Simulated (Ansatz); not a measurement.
# Calculations on Si₂W

## 1. Relaxation

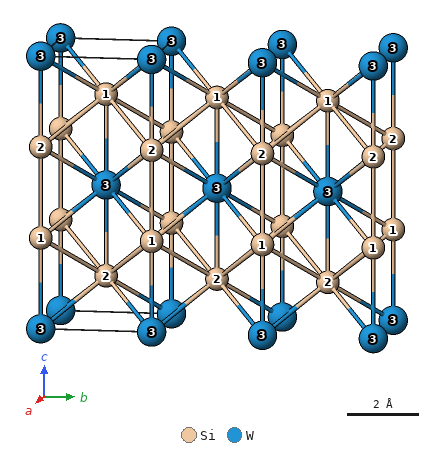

Starting structure of solid Si2W (set up in I4/mmm). Style: ball-and-stick. Shown: the conventional cell (2 times the calculation's cell), repeated 1 × 3 × 1 with one cell outlined, slightly off an axis. Lengths and directions refer to the drawn axes.

Level of theory: DFT r2SCAN, scalar-relativistic, plane waves, PAW (Ansatz 0.2.0).

Input
```yaml
crystal:
  lattice:
    - [-1.606, 1.606, 3.94]
    - [1.606, -1.606, 3.94]
    - [1.606, 1.606, -3.94]
  atoms:
    - { symbol: Si, position: [0.333, 0.333, 0.0] }
    - { symbol: Si, position: [0.667, 0.667, 0.0] }
    - { symbol: W, position: [0.0, 0.0, 0.0] }
basis:
  ecutwfc: 500
kpoints:
  mp_grid: { grid: [18, 18, 18] }
hamiltonian:
  xc: r2scan
scf:
  occupations: { method: gaussian, width: 0.1 }
output:
  forces: true
  stress: true
  eigenvalues: true
  write_density: true
  write_potential: true
  elf: true
  volumetric_format: npy
relax:
  adjacent_minimum: "off"
  f_tol: 0.005
  max_steps: 80
  cell: { stress_tol: 0.05 }
```

Launched with:
```bash
ansatz run input.yaml --threads 1 --pin off --max-ram 2560MiB --backend cpu --events-out ev --progress --plain --runs-dir out
```

What does the optimiser find from here?

Answer. The largest moves relative to the cell, 0.014 Å, are those of Si1 and Si2. Si1 goes along +c. W stays in place. The volume changes by −1.0 %, with a = b 3.212 → 3.211 Å (0.0 %), c 7.880 → 7.805 Å (−1.0 %). Near-neighbour distances that change, for instance: Si1–Si2 2.632 → 2.578 Å, Si1–W3 2.625 → 2.611 Å, Si1–Si2 (another image) 2.621 → 2.629 Å. The space group stays I4/mmm (No. 139). After 4 accepted moves (5 points after the start) the energy has fallen by 4.0 meV per atom. The largest force component goes from 0.33 to 0.00015 eV/Å. Pressure: −2.86 GPa at the start and 0.00 GPa at the end. At 1 point the geometry stayed and the basis and grid were re-selected for the new cell (energy shift of less than 0.05 meV per atom at most each time).

History of the run:

```json
{"step": "0", "E − E(0), meV/atom": "0.00", "largest force component, eV/Å": "0.3265", "pressure, GPa": "-2.86", "volume, Å³/atom": "13.550", "note": ""}
{"step": "1", "E − E(0), meV/atom": "-3.31", "largest force component, eV/Å": "0.0299", "pressure, GPa": "1.41", "volume, Å³/atom": "13.346", "note": ""}
{"step": "2", "E − E(0), meV/atom": "-4.05", "largest force component, eV/Å": "0.0224", "pressure, GPa": "0.06", "volume, Å³/atom": "13.409", "note": ""}
{"step": "3", "E − E(0), meV/atom": "-4.06", "largest force component, eV/Å": "0.0063", "pressure, GPa": "0.01", "volume, Å³/atom": "13.414", "note": ""}
{"step": "4", "E − E(0), meV/atom": "-4.06", "largest force component, eV/Å": "0.0002", "pressure, GPa": "0.00", "volume, Å³/atom": "13.414", "note": ""}
{"step": "5", "E − E(0), meV/atom": "-4.03", "largest force component, eV/Å": "0.0001", "pressure, GPa": "0.00", "volume, Å³/atom": "13.414", "note": "same geometry, new basis"}
```

The end point in the same view:

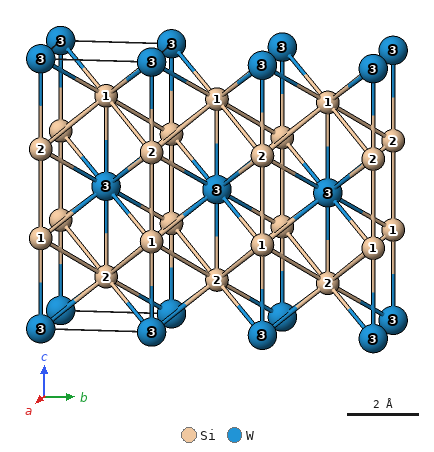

## 2. Relaxation

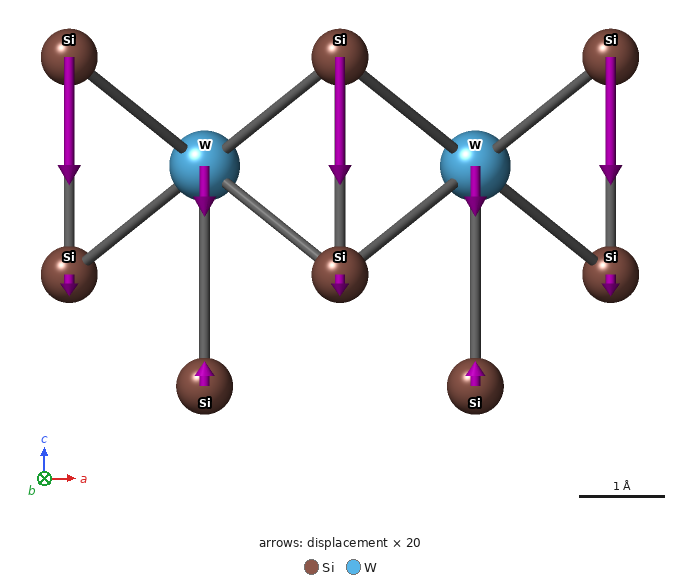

This is a relaxation of a slab of composition Si$_{2}$W (cut from the I4/mmm phase). The starting structure is drawn; purple arrows show the displacements, 20 times their true length.

The picture is a ball-and-stick view of the atoms within 5.0 Å of the atom that moves most (axes of the 2 × 2 repeat of the cell, outlined in the plane, without the vacuum), seen along the b axis.

Case: (0 0 1) slab, atoms relaxed. The slab is the (0 0 1) face of Si2W.

These are results of DFT r2SCAN, scalar-relativistic, plane waves, PAW in Ansatz 0.2.0, not measurements. (plane-wave cutoff 500 eV; k-point mesh 11 × 11 × 1; occupations gaussian; smearing width 0.1 eV; no spin polarisation; dipole correction; atoms relaxed in a fixed cell; force threshold 0.02 eV/Å; at most 60 steps)

### Atoms of which element are displaced furthest, and by how much?

Silicon: up to 0.076 Å, against 0.030 Å for tungsten.

### Describe the change and its energy.

The largest moves relative to the layer's centre, 0.076 Å, are those of Si atoms. By element the largest moves are Si 0.076 Å, W 0.030 Å. The cell doesn't change. Among the contacts that change: Si–Si 2.578 → 2.515 Å, Si–W 2.613 → 2.568 Å, Si–W 2.611 → 2.589 Å. The energy falls by 42.5 meV per cell of the calculation in 3 geometry steps. Largest force component: 0.44 eV/Å at the start, 0.0083 eV/Å at the end. Cost: 4 min on 1 thread of Intel(R) Xeon(R) Platinum 8259CL CPU @ 2.50GHz (Skylake/Cascade Lake) (shared host), peak memory 1.1 GiB.

## 3. A change

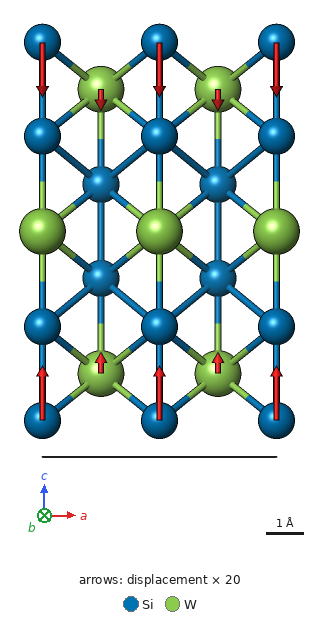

A (0 0 1) slab of Si₂W as cut from the relaxed bulk. The red arrows show how the atoms are displaced, magnified 20 times. A ball-and-stick model of the 2 × 2 repeat of the cell, outlined in the plane, without the vacuum, seen along the b axis.

These are results of Ansatz, DFT r2SCAN, scalar-relativistic, plane waves, PAW, not measurements. Set-up: plane-wave cutoff 500 eV; occupations gaussian; smearing width 0.1 eV; no spin polarisation. The k-mesh is chosen for each cell (11×11×9, 11×11×1).

### What was done to the structure, and with what result?

The atoms of the slab are relaxed at the bulk's in-plane cell. The surface energy (mean of the two faces) falls from 2.71 to 2.68 J/m². The top spacing, between the Si and W planes, goes from 1.29 to 1.24 Å (−3.6 %), the bottom one (Si to W) from 1.29 to 1.24 Å (−3.6 %). The cell doesn't change. The largest moves relative to the layer's centre, 0.076 Å, are those of Si atoms. By element the largest moves are Si 0.076 Å, W 0.030 Å. Among the bonded contacts that change: Si–Si 2.578 → 2.515 to 2.608 Å, Si–W 2.611 → 2.568 to 2.619 Å, Si–Si 2.629 → 2.615 Å.
